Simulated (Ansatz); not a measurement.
# Molecular dynamics of Si (part 5 of 5)

Continued. System: Si (defect cell, 17 atoms in the cell). Method: DFT PBEsol, scalar-relativistic, plane waves, PAW, PAW set soft_1, no spin polarisation (Ansatz 0.2.0); cutoff 420 eV, 2×2×2 k-mesh, Fermi–Dirac smearing of 0.05 eV. It belongs to a series of runs on one base structure; here: dynamics from the last frame of the run before.

Geometry of the input (Å; fractional positions):
```
0.0000  5.4300  5.4300
5.4300  0.0000  5.4300
5.4300  5.4300  0.0000
Si 0.0854  -0.0324  -0.0364
Si 0.1753  0.0960  0.1296
Si -0.0063  0.0340  0.5051
Si 0.1791  0.1559  0.5795
Si 0.0181  0.4257  -0.0746
Si 0.0331  0.6198  0.1137
Si 0.0296  0.5230  0.4557
Si 0.1433  0.6668  0.5682
Si 0.5554  -0.0626  0.0751
Si 0.6940  0.1003  0.1540
Si 0.5332  0.0931  0.4967
Si 0.6217  0.1561  0.7010
Si 0.4479  0.4636  0.0442
Si 0.6282  0.5532  0.1553
Si 0.5086  0.5265  0.5197
Si 0.6209  0.6870  0.6530
Si -0.2059  0.3090  0.7747
```

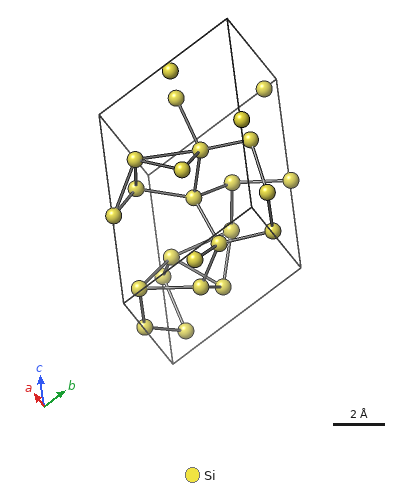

The geometry at step 230 of the log (ball-and-stick view of the cell of the calculation, seen at an oblique angle).

Trajectory as extended XYZ, continued:
```
17
Lattice="0.0000 5.4300 5.4300 5.4300 0.0000 5.4300 5.4300 5.4300 0.0000" Properties=species:S:1:pos:R:3:forces:R:3 step=195 time_fs=390.0 energy=-10559.06250 temperature=998.9
Si   -0.9760    0.0601    0.4781   -0.5877   0.5486   0.1806
Si    0.7516    1.3058    1.3922    2.1900  -0.9607  -0.3294
Si    2.5447    2.6430    0.2865   -0.5475  -0.5623  -0.1703
Si    3.5123    3.6344    2.3621   -0.2847  -0.4584  -0.6819
Si    2.4134   -0.0989    2.5954    0.7731   1.8044   0.0533
Si    4.0692    1.4493    4.0103   -1.0877  -0.5895  -0.6268
Si    5.6505    2.7071    2.7464   -0.4922  -0.5004   0.3366
Si    6.8331    4.0564    4.1908    0.0146   0.0948   0.7298
Si   -0.0565    2.8025    2.8103   -1.3092   1.4597  -0.2101
Si    0.7149    4.4502    4.2731    2.8930   1.5684  -1.6708
Si    2.2863    5.5511    2.5889    0.7529   0.2968   1.5976
Si    3.9063    6.9046    4.0405   -0.8650  -0.8683   0.1676
Si    2.7716    3.1321    5.1753   -0.4718  -0.1416  -0.4923
Si    4.0540    4.3083    6.7254   -0.1700  -1.2304   0.9959
Si    5.3640    5.4877    5.3339    0.7980   1.4530  -0.3212
Si    6.9406    7.0649    6.5518   -0.8155  -0.2462  -1.5516
Si    4.9711    3.2351    0.1811   -0.7904  -1.6677   1.9930
17
Lattice="0.0000 5.4300 5.4300 5.4300 0.0000 5.4300 5.4300 5.4300 0.0000" Properties=species:S:1:pos:R:3:forces:R:3 step=201 time_fs=402.0 energy=-10558.98390 temperature=984.1
Si   -0.9448    0.1155    0.3845   -0.6068  -0.6534   0.7502
Si    0.7743    1.2200    1.2826    2.2912   0.0537   1.0964
Si    2.5162    2.6399    0.3486   -0.6155  -0.7805  -0.6320
Si    3.5458    3.6029    2.3779   -1.0153   0.1155  -0.0922
Si    2.4233   -0.1642    2.6128    0.6227   1.9408  -0.0138
Si    4.0768    1.4229    4.0626   -1.5768   0.6265  -1.7882
Si    5.6431    2.6370    2.6841   -0.7565   0.2292   2.0491
Si    6.8043    4.0282    4.2276    0.6844  -0.9760  -0.3917
Si    0.0200    2.8019    2.7870   -1.0245   1.1219  -0.5168
Si    0.8397    4.4868    4.2688    0.7609   0.1630  -0.8517
Si    2.3538    5.5990    2.6539    0.2793   0.4787   0.3548
Si    3.8899    6.9266    3.9473    0.1103  -0.7250   0.9249
Si    2.6462    3.2001    5.1666    0.2949  -1.0033  -0.0382
Si    4.0423    4.3238    6.6858    0.1011  -1.4279   0.8230
Si    5.4531    5.4308    5.2948   -1.1703   2.2917  -0.0064
Si    6.7739    7.0585    6.5157    0.9880  -0.9767  -1.7088
Si    4.8266    3.2518    0.2962    0.6330  -0.4781   0.0414
17
Lattice="0.0000 5.4300 5.4300 5.4300 0.0000 5.4300 5.4300 5.4300 0.0000" Properties=species:S:1:pos:R:3:forces:R:3 step=207 time_fs=414.0 energy=-10559.12201 temperature=1117.2
Si   -0.8986    0.1284    0.3255   -0.1097  -0.7931   0.3288
Si    0.9122    1.1366    1.2203    0.8454   0.0110   1.9621
Si    2.4571    2.5780    0.3693    0.0646  -0.1530  -1.1161
Si    3.5091    3.5651    2.4044   -1.5964   0.5649   0.5648
Si    2.4728   -0.1499    2.6275    0.5979   1.3431   0.2567
Si    3.9471    1.4500    4.0406   -1.5806   0.5368  -1.6851
Si    5.5747    2.5915    2.6976    0.0727   0.0080   1.9982
Si    6.8305    3.9745    4.2362    0.5068  -0.6911  -0.9232
Si    0.0570    2.8396    2.7549   -0.6931   0.4592  -0.6536
Si    0.9799    4.5477    4.2183   -0.9414   0.0973  -0.7335
Si    2.4535    5.6672    2.7052   -0.7828  -0.2083  -1.1269
Si    3.8712    6.9353    3.8748    1.4580   0.1339   1.7386
Si    2.5429    3.2094    5.1479    1.3194  -1.4591   0.9850
Si    4.0578    4.2556    6.7038    0.3230  -0.7444  -0.1190
Si    5.4959    5.4458    5.2339   -2.2499   1.2996   0.2132
Si    6.6716    7.0404    6.4352    1.3954  -0.4350  -0.4545
Si    4.6981    3.2300    0.4425    1.3707   0.0301  -1.2355
17
Lattice="0.0000 5.4300 5.4300 5.4300 0.0000 5.4300 5.4300 5.4300 0.0000" Properties=species:S:1:pos:R:3:forces:R:3 step=213 time_fs=426.0 energy=-10559.55334 temperature=1460.5
Si   -0.8515    0.1267    0.2675    0.3759   0.1755  -0.3769
Si    1.0816    1.0859    1.2268   -1.6565  -1.0755   2.0013
Si    2.4083    2.5336    0.3686    1.7201   1.1581  -1.5289
Si    3.4141    3.5746    2.4500   -1.4164   0.5035   0.2453
Si    2.5581   -0.0994    2.6426    0.0935  -0.2871   0.0809
Si    3.7001    1.5073    3.9303   -0.0503  -0.1277  -0.0395
Si    5.4642    2.5685    2.7888    1.0104  -0.5673   0.4097
Si    6.8781    3.8875    4.2088   -0.5477   0.9462  -0.6976
Si    0.0888    2.8837    2.7337   -0.1842  -0.0383  -0.6123
Si    1.0467    4.6078    4.1478   -1.2683  -0.1294  -0.1187
Si    2.5025    5.7049    2.7188   -0.7618   0.1523  -1.7288
Si    3.9350    6.9624    3.8742    1.1821   0.1527   1.6264
Si    2.4765    3.1410    5.1480    1.1647  -0.4295   1.1878
Si    4.0761    4.1441    6.7265    0.1409   0.1851  -0.8119
Si    5.4307    5.4826    5.1715   -1.4747  -0.5191  -0.0401
Si    6.6448    7.0049    6.3274    0.4664   0.0930   1.5434
Si    4.6565    3.2430    0.5211    1.2060  -0.1925  -1.1401
17
Lattice="0.0000 5.4300 5.4300 5.4300 0.0000 5.4300 5.4300 5.4300 0.0000" Properties=species:S:1:pos:R:3:forces:R:3 step=219 time_fs=438.0 energy=-10559.46213 temperature=1349.6
Si   -0.7870    0.1456    0.2099    0.6843   0.2648  -0.4465
Si    1.2038    1.0041    1.3555   -2.3748   0.2592   0.2081
Si    2.4119    2.5276    0.2864    1.4920   0.3667  -0.5561
Si    3.2633    3.6141    2.5066   -0.2724  -0.3965  -0.8036
Si    2.6429   -0.1081    2.6699   -0.3389  -2.5282  -0.4288
Si    3.4468    1.5565    3.8066    1.7682   0.6426   1.4383
Si    5.3750    2.5218    2.9167    0.6252  -0.4811  -0.9735
Si    6.8692    3.8453    4.1537   -1.0429   1.6877  -0.3542
Si    0.1289    2.9323    2.6842    0.2805  -0.6049  -0.1436
Si    1.0549    4.6617    4.0836   -0.7507  -0.5228   0.5901
Si    2.5060    5.7435    2.6418   -0.0258   1.2670  -0.7882
Si    4.0702    6.9977    3.9479   -0.9434   0.4766  -0.1805
Si    2.4566    3.0496    5.2099    0.3167   1.1865   0.5962
Si    4.0766    4.0522    6.7168   -0.0573   0.7401  -1.0538
Si    5.2892    5.5079    5.1144    0.5175  -1.8371   0.8650
Si    6.6450    6.9495    6.2982   -0.6075  -0.4274   2.0178
Si    4.6861    3.2652    0.5348    0.7293  -0.0932   0.0133
17
Lattice="0.0000 5.4300 5.4300 5.4300 0.0000 5.4300 5.4300 5.4300 0.0000" Properties=species:S:1:pos:R:3:forces:R:3 step=225 time_fs=450.0 energy=-10559.11331 temperature=1271.0
Si   -0.7196    0.1878    0.1408    0.6676  -0.1970  -0.1561
Si    1.2069    0.9406    1.5042   -1.6074   1.6317  -1.5054
Si    2.4909    2.5356    0.1711   -0.1285  -0.5650   0.4035
Si    3.1128    3.6273    2.5088    0.4375  -0.5600  -1.2671
Si    2.7265   -0.2325    2.6401   -0.6145  -1.6795   0.3255
Si    3.2696    1.5961    3.7410    1.6270   0.4669   1.2952
Si    5.3145    2.4653    3.0086    0.0957  -0.4220  -1.7915
Si    6.7862    3.8671    4.0834   -0.4899   1.2423   0.4395
Si    0.1375    2.9336    2.5930    0.6299  -0.8157   0.5184
Si    1.0434    4.6668    4.0310   -0.2219  -0.3509   0.5322
Si    2.4988    5.8158    2.5341    0.6900   0.6327   0.7885
Si    4.1589    7.0700    4.0091   -1.9388   0.9869  -1.4017
Si    2.4475    3.0372    5.3092   -0.6737   0.7190  -0.3230
Si    4.0549    3.9942    6.6534    0.5384   0.6170  -0.8217
Si    5.1507    5.4660    5.0866    2.0126  -1.9908   1.3553
Si    6.6567    6.8647    6.3535   -1.5819  -0.1697   0.8167
Si    4.7360    3.2747    0.5197    0.5579   0.4539   0.7917
17
Lattice="0.0000 5.4300 5.4300 5.4300 0.0000 5.4300 5.4300 5.4300 0.0000" Properties=species:S:1:pos:R:3:forces:R:3 step=230 time_fs=460.0 energy=-10559.01157 temperature=1172.7
Si   -0.6128    0.2216    0.0632    0.2100  -0.2594   0.1018
Si    1.1571    0.9932    1.5903   -0.0852   0.4141  -1.6247
Si    2.5424    2.5067    0.0924   -1.1105   0.1878   0.6942
Si    3.0377    3.6475    2.4697    0.5772  -0.5075  -1.2926
Si    2.7635   -0.3957    2.6323   -1.3151   0.7093   0.5534
Si    3.1700    1.6100    3.7376    1.1267  -0.1974   0.8802
Si    5.2661    2.3937    3.0370    0.2265  -0.1391  -1.7256
Si    6.6748    3.9302    4.0490    0.2287  -0.2148   0.7840
Si    0.1523    2.9194    2.5299    0.5572  -0.1986   0.9737
Si    1.0456    4.6595    4.0223    0.2326  -0.1491   0.0104
Si    2.5275    5.8924    2.4692    1.2636  -0.3263   1.7711
Si    4.1622    7.1779    4.0071   -0.8851  -0.7897  -0.7087
Si    2.4023    3.0758    5.3893   -1.3112  -0.3804  -1.0823
Si    4.0683    3.9555    6.5723    0.7650   0.0778   0.1088
Si    5.1161    5.3682    5.1211    1.4136   0.6784  -0.2350
Si    6.6251    6.8039    6.4050   -1.9900   0.4834  -0.1125
Si    4.8000    3.2850    0.5385    0.0960   0.6112   0.9040
17
Lattice="0.0000 5.4300 5.4300 5.4300 0.0000 5.4300 5.4300 5.4300 0.0000" Properties=species:S:1:pos:R:3:forces:R:3 step=236 time_fs=472.0 energy=-10558.34153 temperature=1074.3
Si   -0.4869    0.2714   -0.0736   -0.4810  -0.0340   0.4815
Si    1.0998    1.0557    1.6242    1.0979  -1.0909  -1.9411
Si    2.5482    2.4704    0.0447   -1.4170   0.8009   0.9847
Si    2.9778    3.6798    2.3563    0.6525  -0.9132  -0.9901
Si    2.7403   -0.5514    2.5869   -1.3996   1.7486   0.7108
Si    3.0974    1.5899    3.8027    1.0775  -0.4709   0.1343
Si    5.2212    2.3099    2.9736    0.1011   0.2032  -0.8620
Si    6.5399    3.9594    4.0335    1.2649  -1.7024  -0.0138
Si    0.1786    2.8977    2.4854    0.3205   0.9266   1.2139
Si    1.0740    4.6195    4.0015    0.5909   0.0926  -0.6507
Si    2.6106    5.9529    2.4497    0.7534  -0.2298   1.1729
Si    4.1682    7.2745    3.9751   -0.3413  -1.7598   0.0506
Si    2.3113    3.1252    5.4419   -0.8974  -0.8181  -0.7407
Si    4.1520    3.9199    6.4756   -0.7782  -1.2985   1.4639
Si    5.1299    5.2763    5.1629    0.8959   3.5171  -1.7529
Si    6.5102    6.7676    6.4341   -0.7926   0.4611   0.3907
Si    4.9122    3.3204    0.5922   -0.6475   0.5674   0.3479
17
Lattice="0.0000 5.4300 5.4300 5.4300 0.0000 5.4300 5.4300 5.4300 0.0000" Properties=species:S:1:pos:R:3:forces:R:3 step=242 time_fs=484.0 energy=-10558.50835 temperature=1267.2
Si   -0.3692    0.3100   -0.1927   -0.9933   0.0476   0.4020
Si    1.1003    1.0733    1.5769    1.1203  -1.2696  -1.5608
Si    2.4726    2.4629    0.0567   -0.7513   0.7494   0.5668
Si    2.9325    3.6896    2.2189    0.7390  -0.7955  -0.4771
Si    2.6634   -0.6355    2.5393   -0.7788   1.7102   0.2973
Si    3.0759    1.5382    3.8951    1.2542  -0.5211  -0.3438
Si    5.1915    2.2737    2.8411   -0.7385   0.4476   0.8404
Si    6.4975    3.8968    4.0234    1.1687  -1.6262  -0.2665
Si    0.2148    2.8881    2.5332    0.0613   0.8380   0.5967
Si    1.1345    4.5841    3.9176    0.5895   0.6323  -0.5617
Si    2.7093    5.9853    2.5068   -0.5704  -0.2831  -0.1661
Si    4.1482    7.2937    3.9619   -0.3240  -1.4254   0.7569
Si    2.1712    3.1412    5.4592    0.4987  -0.5932   0.0457
Si    4.2536    3.8995    6.4339   -1.9434  -1.2661   1.2262
Si    5.1907    5.3360    5.1376   -0.0395   2.4545  -1.7762
Si    6.3375    6.7729    6.4771    1.5837   0.1052   0.8924
Si    4.9983    3.3961    0.6701   -0.8761   0.7956  -0.4724
17
Lattice="0.0000 5.4300 5.4300 5.4300 0.0000 5.4300 5.4300 5.4300 0.0000" Properties=species:S:1:pos:R:3:forces:R:3 step=248 time_fs=496.0 energy=-10558.61534 temperature=1243.0
Si   -0.2891    0.3016   -0.2784   -1.2500   0.0947  -0.0404
Si    1.1428    1.0275    1.4412    0.3003  -0.3799  -0.2929
Si    2.3543    2.5227    0.0660    0.3332   0.1529  -0.2636
Si    2.9302    3.6441    2.0634    0.6760   0.0892   0.2365
Si    2.5409   -0.6532    2.5113    0.4477   1.5366  -0.4705
Si    3.1225    1.4547    3.9853    1.0254  -0.6701  -0.2614
Si    5.1161    2.2597    2.7277   -1.6215   1.0294   2.9636
Si    6.5072    3.7869    3.9754   -0.4787  -0.2351   0.1490
Si    0.2454    2.8924    2.5913   -0.1436  -0.7628  -0.3711
Si    1.2104    4.5611    3.7875    0.5023   1.1787   0.4064
Si    2.7768    5.9682    2.5506   -1.1407  -0.5934  -1.0655
Si    4.1025    7.2760    3.9751   -0.2490  -0.2943   0.8846
Si    2.0746    3.1522    5.4540    1.0913  -0.5417   0.1654
Si    4.2939    3.8558    6.4436   -1.7339   0.5271  -0.0695
Si    5.2393    5.5076    5.0492   -0.2626  -1.0595  -0.5982
Si    6.2514    6.7887    6.5734    3.0406  -0.6932  -0.3674
Si    5.0373    3.5155    0.7316   -0.5369   0.6215  -1.0051
17
Lattice="0.0000 5.4300 5.4300 5.4300 0.0000 5.4300 5.4300 5.4300 0.0000" Properties=species:S:1:pos:R:3:forces:R:3 step=254 time_fs=508.0 energy=-10558.66813 temperature=1215.7
Si   -0.2633    0.3123   -0.3533   -1.0965  -0.2262  -0.4827
Si    1.1486    0.9744    1.2914    0.0293   0.6054   0.5553
Si    2.2787    2.6118    0.0494    0.7550  -1.0885  -0.5507
Si    2.9658    3.5959    1.9274    0.2805   1.1373   1.3515
Si    2.4522   -0.5985    2.4260    0.8874   0.6837   0.2402
Si    3.2391    1.3495    4.0731    0.0034  -0.7590  -0.1918
Si    4.9626    2.3043    2.7367   -0.3719   0.5999   1.5492
Si    6.4968    3.6926    3.9408   -1.2446   1.3338  -0.9347
Si    0.2820    2.8498    2.6414   -0.7179  -0.9525  -0.6611
Si    1.3140    4.5922    3.7039   -0.4832   0.3412   1.1349
Si    2.7780    5.9392    2.5762   -0.7430  -0.6056  -1.8347
Si    3.9954    7.2315    4.0079    0.5086   0.8494   0.5280
Si    2.0453    3.1144    5.4030    1.0799  -0.6186   0.3312
Si    4.2596    3.8329    6.4691   -1.2092   0.9629  -0.3493
Si    5.2658    5.5840    4.9516    0.3254  -1.9300   1.0093
Si    6.3072    6.7595    6.6737    1.6603  -0.4475  -0.6523
Si    4.9892    3.6488    0.7409    0.3365   0.1143  -1.0421
17
Lattice="0.0000 5.4300 5.4300 5.4300 0.0000 5.4300 5.4300 5.4300 0.0000" Properties=species:S:1:pos:R:3:forces:R:3 step=260 time_fs=520.0 energy=-10558.13529 temperature=1035.8
Si   -0.2508    0.2806   -0.4473   -0.4799  -0.4184  -0.2133
Si    1.1245    0.9385    1.1579    0.0241   1.2619   1.0685
Si    2.2116    2.6558    0.0035    0.8990  -1.5991  -0.2377
Si    3.0049    3.6213    1.8162   -0.0481   1.1758   1.8300
Si    2.4158   -0.5202    2.3386    0.9474  -0.1485   1.1443
Si    3.3557    1.2351    4.1647   -2.0162  -0.2715  -0.5670
Si    4.8323    2.3581    2.8417    1.0641   0.0458  -0.8238
Si    6.4643    3.6612    3.8903   -1.1533   2.1707  -1.6915
Si    0.3013    2.7398    2.6747   -1.0103  -0.0285  -0.6609
Si    1.3596    4.6524    3.7034   -1.2984  -1.8484   1.2996
Si    2.7529    5.8699    2.5685    0.9916   0.1784  -1.6826
Si    3.9107    7.1783    4.0521    1.1737   0.7912   0.1608
Si    2.0692    3.0258    5.3786    0.8425  -0.2920   0.2638
Si    4.1737    3.8482    6.4975   -0.3096   0.6508  -0.2558
Si    5.3136    5.5597    4.8936    0.2360  -1.3797   1.9381
Si    6.4586    6.7285    6.7476   -0.9000   0.3574  -0.8727
Si    4.9702    3.7591    0.7239    1.0375  -0.6459  -0.6999
```
